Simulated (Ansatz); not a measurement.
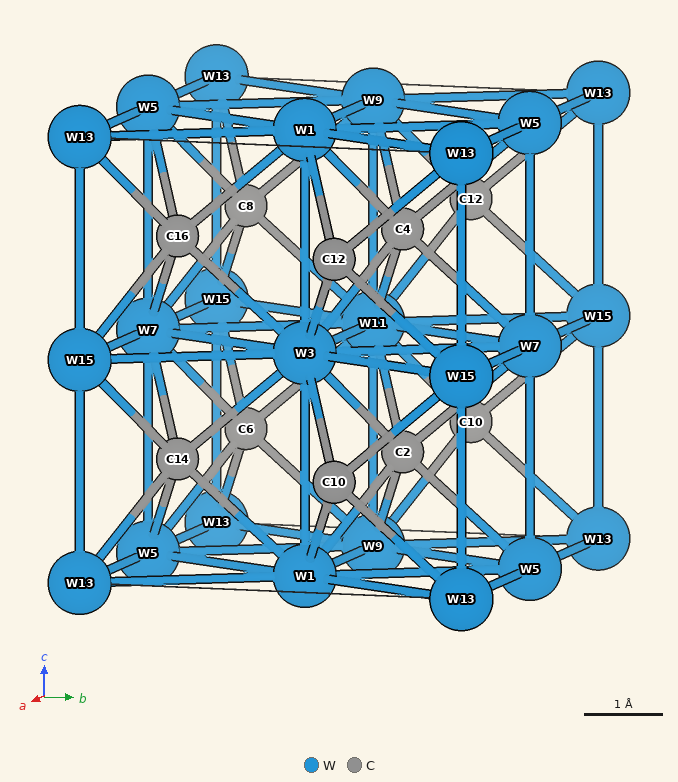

Fig. 1: The starting structure (ball-and-stick view of the cell of the calculation, seen slightly off an axis; atoms are numbered from 1 in the order of the input). An atom can appear more than once, as a periodic image. Near neighbours in the periodic cell (some may lie outside the picture): W has 6 C at 2.26 Å and 8 W at 2.92 to 3.00 Å; C has 6 W at 2.26 Å.

## Run report: WC, molecular dynamics (part 1 of 3)

WC (P-6m2, 16 atoms in the cell), computed with DFT r2SCAN, scalar-relativistic, plane waves, PAW, PAW set soft_1, no spin polarisation (Ansatz 0.2.0).

The structure derives from an entry of the Crystallography Open Database. It belongs to a series of runs on one base structure; here: dynamics from the start. Figures and captions count atoms from 1; the log counts them from 0 in places.

The program's output
```
Warning: md: disabling space-group detection — thermal motion breaks the input geometry's symmetry, so no spatial operation reduces the k-mesh or symmetrises the density; time reversal is kept, so that k and −k are solved as one point where they differ and the mesh holds both, and exact exchange and, on two spinor components, a DFT+U term hold to it where the run has them: on two components no moment then forms, and a state that bears one, which a typed moment (crystal.atoms[].spin; refused beside efield: under a hybrid functional) reaches, can lie lower, under hf by electronvolts; crystal.symmetry.detect: false (a key that needs symmetry detection or time reversal refuses this as the deck is read) with time_reversal: false beside it drops time reversal too
band count auto-derived: 94 (N_el = 144.0; filled up to band 72; 88 by the electrons, moments and atoms)
Engine: ansatz 0.2.0, aarch64-unknown-linux-gnu
Pseudopotentials: kind: paw
Pseudopotential: W, paw, valence charge 14, recommended cutoff 500 eV (meta_gga), [file]
Pseudopotential: C, paw, valence charge 4, recommended cutoff 500 eV (meta_gga), [file]
Functional definition: r2SCAN
  parameter k0 = 0.174
  parameter k1 = 0.065
  parameter a1 = 4.9479
  exchange = r2scan_x(k0 = k0, k1 = k1, a1 = a1)
  correlation = r2scan_c
Crystal: 16 atoms, lattice volume = 181.697 Å³
Basis set: ecut = 500 eV, 4623 PW (Γ), exchange–correlation on 180×160×180 points (64 copies of the dense FFT grid, shifted against one another)
Bands: 94, of which v1, the nominal top of the filled ones, is band 72 counted from 1 (71 counted from 0)
Symmetry: 1 space group operations
k-points: 8
Non-local potential: W, projectors of the file, l = 0: 3, l = 1: 2, l = 2: 2, l = 3: 1
Non-local potential: C, projectors of the file, l = 0: 2, l = 1: 2, l = 2: 1
PAW form: soft (Blöchl's): semilocal exchange-correlation on the pseudo side does not see the compensation charge
PAW frozen core: W, regenerated for the run's functional (the file was generated under x = pbe(κ = 0.804, μ = 0.2195149727645171), c = pbe(β = 0.06672455060314922))
PAW frozen core: C, regenerated for the run's functional (the file was generated under x = pbe(κ = 0.804, μ = 0.2195149727645171), c = pbe(β = 0.06672455060314922))
PAW one-centre angular grid: W, 590 points (default); XC on 160 Gauss nodes
PAW one-centre angular grid: C, 302 points (default); XC on 219 of its mesh's 2255 points in the sphere
Initial density: superposition of atomic densities (chi_scale 0.1, normalization cell, long waves kept (reshape's long-wave potential 0.00 eV rms))
Initial wavefunctions: pseudopotential atomic-orbital guess
Functional: x = r2scan, c = r2scan; τ floored in thin density (d = 2e-4 eV/Å³)
SCF iter   1: F=-85180.168466 eV  HF=-85207.219487 eV  |F-HF|=2.71e1  |Δ(HF+E_count)|=         —  Δρ=1.17e-1  dr2=3.62e1  dr2_τ=3.79e0  ethr=3.10e-3  ⟨swp⟩=4.9  Hψ=2937  notcnv=0
preconditioner: auto → Kerker (q_TF=auto, 2.625 Å⁻¹)  [metal: Δε(μ)=0.367 eV  Ē_g=9.553 eV  σ=0.240 eV  W_gap=0.35  n_scr=48 (ndim 8)  ℏωp=24.6 eV  f_vac=0.000  D(μ)=2.68/eV (n_scr^D=18)]
SCF iter   2: F=-85198.959122 eV  HF=-85200.514130 eV  |F-HF|=1.56e0  |Δ(HF+E_count)|=    6.71e0  Δρ=4.00e-2  dr2=3.17e0  dr2_τ=8.77e-1  ethr=3.10e-3  ⟨swp⟩=3.0  Hψ=1495  notcnv=0
SCF iter   3: F=-85200.392139 eV  HF=-85200.320791 eV  |F-HF|=7.13e-2  |Δ(HF+E_count)|=   1.93e-1  Δρ=1.52e-2  dr2=1.94e-1  dr2_τ=1.67e-2  ethr=2.20e-3  ⟨swp⟩=2.4  Hψ=1409  notcnv=0
SCF iter   4: F=-85200.413149 eV  HF=-85200.410729 eV  |F-HF|=2.42e-3  |Δ(HF+E_count)|=   8.99e-2  Δρ=2.21e-3  dr2=6.48e-3  dr2_τ=1.33e-3  ethr=1.35e-4  ⟨swp⟩=2.6  Hψ=1253  notcnv=0
SCF iter   5: F=-85200.414339 eV  HF=-85200.414284 eV  |F-HF|=5.47e-5  |Δ(HF+E_count)|=   3.56e-3  Δρ=4.47e-4  dr2=4.43e-4  dr2_τ=2.13e-5  ethr=4.50e-6  ⟨swp⟩=2.2  Hψ=1259  notcnv=0
SCF iter   6: F=-85200.414407 eV  HF=-85200.414417 eV  |F-HF|=1.07e-5  |Δ(HF+E_count)|=   1.33e-4  Δρ=1.72e-4  dr2=6.09e-5  dr2_τ=3.41e-6  ethr=3.08e-7  ⟨swp⟩=2.4  Hψ=1137  notcnv=0
SCF iter   7: F=-85200.414373 eV  HF=-85200.414374 eV  |F-HF|=7.90e-7  |Δ(HF+E_count)|=   4.35e-5  Δρ=2.01e-5  dr2=1.23e-6  dr2_τ=2.43e-7  ethr=4.23e-8  ⟨swp⟩=2.0  Hψ=1100  notcnv=0
SCF iter   8: F=-85200.414232 eV  HF=-85200.414232 eV  |F-HF|=1.01e-7  |Δ(HF+E_count)|=   1.42e-4  Δρ=8.23e-6  dr2=1.91e-7  dr2_τ=3.62e-8  ethr=8.57e-10  ⟨swp⟩=2.1  Hψ=1118  notcnv=0
SCF iter   9: F=-85200.414232 eV  HF=-85200.414232 eV  |F-HF|=1.67e-9  |Δ(HF+E_count)|=   1.14e-8  Δρ=2.40e-6  dr2=1.21e-8  dr2_τ=9.06e-10  ethr=1.11e-11  ⟨swp⟩=2.9  Hψ=2497  notcnv=0
SCF 1 converged in 9 iterations: F = -85200.414232 eV  dr2 = 1.21e-8
  greatest PAW one-centre occupation: 1.000 electrons in one spin orbital (limit 2), on the W atom at site 8 (counted from 0), in its partial waves of l = 0
md step     0: t =     0.00 fs  T =  2625.0 K  F+E_penalty+E_count = -85200.41423169 eV  E_kin = 5.428920 eV  (9 SCF iters)
Initial density: handed on by an earlier stage of this run
Initial wavefunctions: those handed on with the density
iter 1 solved again at ethr=7.14e-6 eV; its pass at ethr=3.10e-3 eV (dr2=1.03e-2 eV) is discarded
SCF iter   1: F=-85200.398682 eV  HF=-85200.396879 eV  |F-HF|=1.80e-3  |Δ(HF+E_count)|=         —  Δρ=2.03e-3  dr2=1.02e-2  dr2_τ=2.97e-2  ethr=7.14e-6  ⟨swp⟩=2.0  Hψ=3789  notcnv=0
preconditioner: auto → Kerker (q_TF=auto, 2.625 Å⁻¹)  [metal: Δε(μ)=0.041 eV  Ē_g=8.742 eV  σ=0.240 eV  W_gap=0.04  n_scr=48 (ndim 8)  ℏωp=24.6 eV  f_vac=0.000  D(μ)=3.82/eV (n_scr^D=26)]
SCF iter   2: F=-85200.401491 eV  HF=-85200.403565 eV  |F-HF|=2.07e-3  |Δ(HF+E_count)|=   6.69e-3  Δρ=1.28e-3  dr2=3.79e-3  dr2_τ=7.17e-5  ethr=7.12e-6  ⟨swp⟩=2.6  Hψ=1220  notcnv=0
SCF iter   3: F=-85200.402490 eV  HF=-85200.402639 eV  |F-HF|=1.49e-4  |Δ(HF+E_count)|=   9.26e-4  Δρ=2.91e-4  dr2=2.66e-4  dr2_τ=7.46e-5  ethr=2.63e-6  ⟨swp⟩=2.0  Hψ=1098  notcnv=0
SCF iter   4: F=-85200.402655 eV  HF=-85200.402652 eV  |F-HF|=2.77e-6  |Δ(HF+E_count)|=   1.36e-5  Δρ=1.45e-4  dr2=2.81e-5  dr2_τ=1.08e-6  ethr=1.85e-7  ⟨swp⟩=2.5  Hψ=1095  notcnv=0
SCF iter   5: F=-85200.402675 eV  HF=-85200.402677 eV  |F-HF|=2.19e-6  |Δ(HF+E_count)|=   2.49e-5  Δρ=4.51e-5  dr2=5.54e-6  dr2_τ=6.62e-7  ethr=1.95e-8  ⟨swp⟩=2.0  Hψ=1060  notcnv=0
SCF iter   6: F=-85200.402508 eV  HF=-85200.402508 eV  |F-HF|=1.38e-7  |Δ(HF+E_count)|=   1.69e-4  Δρ=1.53e-5  dr2=5.38e-7  dr2_τ=9.22e-8  ethr=3.85e-9  ⟨swp⟩=2.0  Hψ=1023  notcnv=0
SCF iter   7: F=-85200.402508 eV  HF=-85200.402508 eV  |F-HF|=9.60e-9  |Δ(HF+E_count)|=   6.96e-8  Δρ=4.60e-6  dr2=5.73e-8  dr2_τ=3.82e-9  ethr=3.74e-10  ⟨swp⟩=2.0  Hψ=1080  notcnv=0
SCF iter   8: F=-85200.402508 eV  HF=-85200.402508 eV  |F-HF|=1.02e-8  |Δ(HF+E_count)|=   1.43e-8  Δρ=1.92e-6  dr2=1.47e-8  dr2_τ=2.83e-9  ethr=1.11e-11  ⟨swp⟩=4.0  Hψ=2277  notcnv=0
SCF 2 converged in 8 iterations: F = -85200.402508 eV  dr2 = 1.47e-8
  greatest PAW one-centre occupation: 1.000 electrons in one spin orbital (limit 2), on the W atom at site 0 (counted from 0), in its partial waves of l = 0
md step     1: t =     0.75 fs  T =  2640.6 K  F+E_penalty+E_count = -85200.40250798 eV  E_kin = 5.461123 eV  (8 SCF iters)
[... from here on the SCF iterations and repeated set-up lines of each step are left out, up to the last step ...]
md step     2: t =     1.50 fs  T =  2565.1 K  F+E_penalty+E_count = -85200.36208888 eV  E_kin = 5.305132 eV  (8 SCF iters)
md step     3: t =     2.25 fs  T =  2410.6 K  F+E_penalty+E_count = -85200.29538070 eV  E_kin = 4.985551 eV  (8 SCF iters)
md step     4: t =     3.00 fs  T =  2510.9 K  F+E_penalty+E_count = -85200.20321213 eV  E_kin = 5.192979 eV  (8 SCF iters)
md step     5: t =     3.75 fs  T =  2607.6 K  F+E_penalty+E_count = -85200.08639509 eV  E_kin = 5.393028 eV  (6 SCF iters)
md step     6: t =     4.50 fs  T =  2572.8 K  F+E_penalty+E_count = -85199.94821729 eV  E_kin = 5.320901 eV  (6 SCF iters)
md step     7: t =     5.25 fs  T =  2429.2 K  F+E_penalty+E_count = -85199.79586849 eV  E_kin = 5.024047 eV  (6 SCF iters)
md step     8: t =     6.00 fs  T =  2407.2 K  F+E_penalty+E_count = -85199.63343741 eV  E_kin = 4.978467 eV  (6 SCF iters)
md step     9: t =     6.75 fs  T =  2478.9 K  F+E_penalty+E_count = -85199.45208419 eV  E_kin = 5.126805 eV  (6 SCF iters)
md step    10: t =     7.50 fs  T =  2308.3 K  F+E_penalty+E_count = -85199.26056112 eV  E_kin = 4.774000 eV  (8 SCF iters)
md step    11: t =     8.25 fs  T =  2359.7 K  F+E_penalty+E_count = -85199.06815373 eV  E_kin = 4.880222 eV  (6 SCF iters)
md step    12: t =     9.00 fs  T =  2169.5 K  F+E_penalty+E_count = -85198.87189624 eV  E_kin = 4.486771 eV  (6 SCF iters)
md step    13: t =     9.75 fs  T =  2302.0 K  F+E_penalty+E_count = -85198.66339328 eV  E_kin = 4.760823 eV  (6 SCF iters)
md step    14: t =    10.50 fs  T =  2176.7 K  F+E_penalty+E_count = -85198.44153207 eV  E_kin = 4.501813 eV  (6 SCF iters)
md step    15: t =    11.25 fs  T =  1953.8 K  F+E_penalty+E_count = -85198.22997964 eV  E_kin = 4.040751 eV  (6 SCF iters)
md step    16: t =    12.00 fs  T =  1845.0 K  F+E_penalty+E_count = -85198.02922263 eV  E_kin = 3.815795 eV  (7 SCF iters)
md step    17: t =    12.75 fs  T =  1720.4 K  F+E_penalty+E_count = -85197.84853611 eV  E_kin = 3.558137 eV  (6 SCF iters)
md step    18: t =    13.50 fs  T =  1919.9 K  F+E_penalty+E_count = -85197.68032141 eV  E_kin = 3.970680 eV  (6 SCF iters)
md step    19: t =    14.25 fs  T =  2046.1 K  F+E_penalty+E_count = -85197.51434189 eV  E_kin = 4.231735 eV  (6 SCF iters)
md step    20: t =    15.00 fs  T =  2184.1 K  F+E_penalty+E_count = -85197.37164285 eV  E_kin = 4.516972 eV  (8 SCF iters)
md step    21: t =    15.75 fs  T =  2234.9 K  F+E_penalty+E_count = -85197.25280946 eV  E_kin = 4.622046 eV  (6 SCF iters)
md step    22: t =    16.50 fs  T =  2184.2 K  F+E_penalty+E_count = -85197.14669599 eV  E_kin = 4.517346 eV  (6 SCF iters)
md step    23: t =    17.25 fs  T =  2128.5 K  F+E_penalty+E_count = -85197.05227960 eV  E_kin = 4.401994 eV  (7 SCF iters)
md step    24: t =    18.00 fs  T =  2068.9 K  F+E_penalty+E_count = -85196.97085680 eV  E_kin = 4.278728 eV  (6 SCF iters)
md step    25: t =    18.75 fs  T =  2044.6 K  F+E_penalty+E_count = -85196.90337548 eV  E_kin = 4.228539 eV  (6 SCF iters)
md step    26: t =    19.50 fs  T =  2111.3 K  F+E_penalty+E_count = -85196.85104291 eV  E_kin = 4.366427 eV  (6 SCF iters)
md step    27: t =    20.25 fs  T =  2140.2 K  F+E_penalty+E_count = -85196.81419289 eV  E_kin = 4.426210 eV  (6 SCF iters)
md step    28: t =    21.00 fs  T =  2283.4 K  F+E_penalty+E_count = -85196.79152808 eV  E_kin = 4.722534 eV  (6 SCF iters)
md step    29: t =    21.75 fs  T =  2043.7 K  F+E_penalty+E_count = -85196.76885685 eV  E_kin = 4.226654 eV  (6 SCF iters)
md step    30: t =    22.50 fs  T =  2074.5 K  F+E_penalty+E_count = -85196.74391366 eV  E_kin = 4.290379 eV  (8 SCF iters)
md step    31: t =    23.25 fs  T =  1932.3 K  F+E_penalty+E_count = -85196.70612351 eV  E_kin = 3.996323 eV  (6 SCF iters)
md step    32: t =    24.00 fs  T =  1825.4 K  F+E_penalty+E_count = -85196.66423246 eV  E_kin = 3.775211 eV  (6 SCF iters)
md step    33: t =    24.75 fs  T =  1936.8 K  F+E_penalty+E_count = -85196.63683824 eV  E_kin = 4.005586 eV  (6 SCF iters)
md step    34: t =    25.50 fs  T =  1760.2 K  F+E_penalty+E_count = -85196.61960114 eV  E_kin = 3.640293 eV  (6 SCF iters)
md step    35: t =    26.25 fs  T =  1871.4 K  F+E_penalty+E_count = -85196.60734267 eV  E_kin = 3.870305 eV  (6 SCF iters)
md step    36: t =    27.00 fs  T =  1923.5 K  F+E_penalty+E_count = -85196.57936098 eV  E_kin = 3.978148 eV  (6 SCF iters)
md step    37: t =    27.75 fs  T =  1987.1 K  F+E_penalty+E_count = -85196.54068298 eV  E_kin = 4.109555 eV  (6 SCF iters)
md step    38: t =    28.50 fs  T =  1857.0 K  F+E_penalty+E_count = -85196.51456886 eV  E_kin = 3.840599 eV  (6 SCF iters)
md step    39: t =    29.25 fs  T =  2011.0 K  F+E_penalty+E_count = -85196.49208412 eV  E_kin = 4.159035 eV  (6 SCF iters)
md step    40: t =    30.00 fs  T =  2020.6 K  F+E_penalty+E_count = -85196.46596744 eV  E_kin = 4.178827 eV  (8 SCF iters)
md step    41: t =    30.75 fs  T =  2168.3 K  F+E_penalty+E_count = -85196.43419814 eV  E_kin = 4.484453 eV  (6 SCF iters)
md step    42: t =    31.50 fs  T =  2272.5 K  F+E_penalty+E_count = -85196.37846999 eV  E_kin = 4.699990 eV  (6 SCF iters)
md step    43: t =    32.25 fs  T =  2342.1 K  F+E_penalty+E_count = -85196.30180234 eV  E_kin = 4.843851 eV  (6 SCF iters)
md step    44: t =    33.00 fs  T =  2147.5 K  F+E_penalty+E_count = -85196.21784580 eV  E_kin = 4.441297 eV  (7 SCF iters)
md step    45: t =    33.75 fs  T =  2194.6 K  F+E_penalty+E_count = -85196.13223689 eV  E_kin = 4.538872 eV  (6 SCF iters)
md step    46: t =    34.50 fs  T =  1909.8 K  F+E_penalty+E_count = -85196.04455644 eV  E_kin = 3.949690 eV  (6 SCF iters)
md step    47: t =    35.25 fs  T =  1850.5 K  F+E_penalty+E_count = -85195.95972052 eV  E_kin = 3.827170 eV  (6 SCF iters)
md step    48: t =    36.00 fs  T =  1762.1 K  F+E_penalty+E_count = -85195.87509714 eV  E_kin = 3.644274 eV  (6 SCF iters)
md step    49: t =    36.75 fs  T =  1757.8 K  F+E_penalty+E_count = -85195.79414638 eV  E_kin = 3.635340 eV  (6 SCF iters)
md step    50: t =    37.50 fs  T =  1722.8 K  F+E_penalty+E_count = -85195.71465417 eV  E_kin = 3.562959 eV  (8 SCF iters)
md step    51: t =    38.25 fs  T =  1730.1 K  F+E_penalty+E_count = -85195.62610780 eV  E_kin = 3.578183 eV  (6 SCF iters)
md step    52: t =    39.00 fs  T =  1670.7 K  F+E_penalty+E_count = -85195.53320648 eV  E_kin = 3.455333 eV  (6 SCF iters)
md step    53: t =    39.75 fs  T =  1771.8 K  F+E_penalty+E_count = -85195.44367927 eV  E_kin = 3.664414 eV  (7 SCF iters)
md step    54: t =    40.50 fs  T =  2001.5 K  F+E_penalty+E_count = -85195.35584818 eV  E_kin = 4.139488 eV  (7 SCF iters)
md step    55: t =    41.25 fs  T =  2084.6 K  F+E_penalty+E_count = -85195.26554043 eV  E_kin = 4.311357 eV  (7 SCF iters)
md step    56: t =    42.00 fs  T =  2133.5 K  F+E_penalty+E_count = -85195.18138540 eV  E_kin = 4.412482 eV  (7 SCF iters)
md step    57: t =    42.75 fs  T =  2093.1 K  F+E_penalty+E_count = -85195.10511072 eV  E_kin = 4.328944 eV  (6 SCF iters)
md step    58: t =    43.50 fs  T =  2232.5 K  F+E_penalty+E_count = -85195.02079612 eV  E_kin = 4.617178 eV  (7 SCF iters)
md step    59: t =    44.25 fs  T =  2003.3 K  F+E_penalty+E_count = -85194.92225973 eV  E_kin = 4.143065 eV  (6 SCF iters)
md step    60: t =    45.00 fs  T =  2180.1 K  F+E_penalty+E_count = -85194.82744769 eV  E_kin = 4.508828 eV  (9 SCF iters)
md step    61: t =    45.75 fs  T =  2384.1 K  F+E_penalty+E_count = -85194.72527328 eV  E_kin = 4.930632 eV  (6 SCF iters)
md step    62: t =    46.50 fs  T =  2148.5 K  F+E_penalty+E_count = -85194.61165818 eV  E_kin = 4.443410 eV  (7 SCF iters)
md step    63: t =    47.25 fs  T =  2197.6 K  F+E_penalty+E_count = -85194.50516696 eV  E_kin = 4.545023 eV  (7 SCF iters)
md step    64: t =    48.00 fs  T =  2218.0 K  F+E_penalty+E_count = -85194.40379208 eV  E_kin = 4.587131 eV  (7 SCF iters)
```
